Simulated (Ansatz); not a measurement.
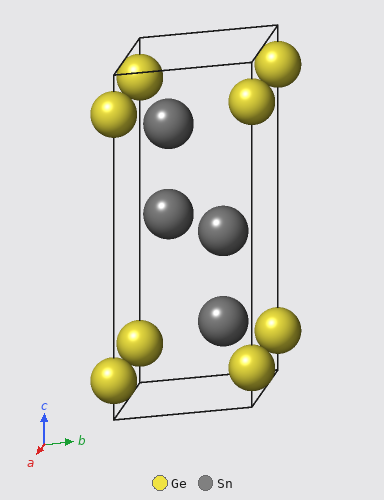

A spheres-only rendering, viewed slightly off an axis. The outline marks the conventional unit cell.

Sn2Ge, space group P-3m1 (No. 164), a = 4.45 Å, b = 4.45 Å, c = 10.84 Å, α = 90.00°, β = 90.00°, γ = 120.00°.

Method used: DFT, r2SCAN, plane waves, PAW in Ansatz 0.2.0. It ran with wavefunction cutoff 500 eV, k-grid 6×6×2, Fermi-Dirac smearing of 0.02 eV, no spin polarisation.

### How large a gap does the method give, if there is one?

A metal: bands cross the Fermi level.

### Would the cell expand or shrink if it could?

The computed pressure is 0.0 GPa, close to zero.

It goes back to a structure type filled with these elements by a generator (whether the compound takes this form wasn't checked). Earlier steps of the study, as a rule a relaxation of our own, may have changed the cell and positions, so they can lie some per cent off the listed ones. A calculation with Ansatz used it as input.
